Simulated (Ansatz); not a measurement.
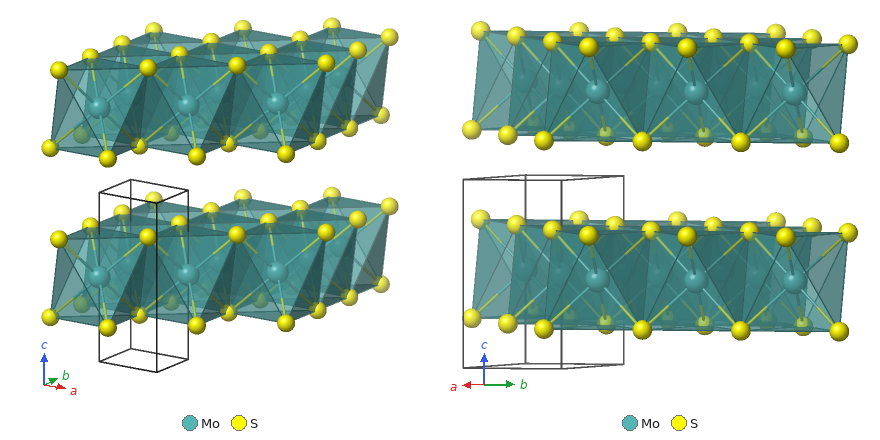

Polyhedra are drawn about Mo (bonds: Mo–S below 2.7 Å); other atoms are plain spheres. Two views of the same piece.

The compound is MoS₂ (space group P-3m1, No. 164), taken as the geometry relaxed at fixed volume with DFT r2SCAN, scalar-relativistic, plane waves, PAW (Ansatz).

Sharing among the drawn polyhedra:

| site | polyhedron | corner-sharing neighbours | edge-sharing | face-sharing | bond (Å) |
| --- | --- | --- | --- | --- | --- |
| Mo | MoS6 octahedron | 0 | 6 | 0 | 2.42 |

They form layers of edge-sharing octahedra parallel to (001).
